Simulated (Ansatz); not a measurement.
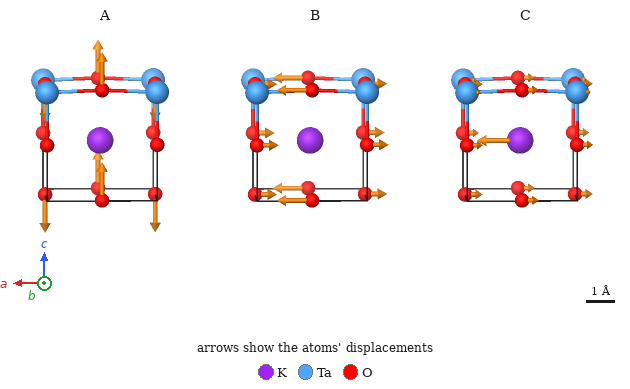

Modes of solid KTaO3 (a generated structure), space group P4mm (No. 99), at the zone centre (one member of each degenerate set). The orange arrows are the displacements of the atoms (eigenvector over the root of the mass), of arbitrary overall length and sign. Style: ball-and-stick. Shown: the cell of the calculation, from a free direction. Only the shorter bonds are drawn.

Method: DFT PBE, scalar-relativistic, plane waves, PAW (Ansatz 0.2.0).

Frequencies are those without the non-analytic (LO–TO) term.

Give the symmetry species and the selection rules of each.

Answer. A is B₁, Raman-active by symmetry (269 cm⁻¹). B is E, infrared- and Raman-active by symmetry (505 cm⁻¹). C is E, infrared- and Raman-active by symmetry (178 cm⁻¹).
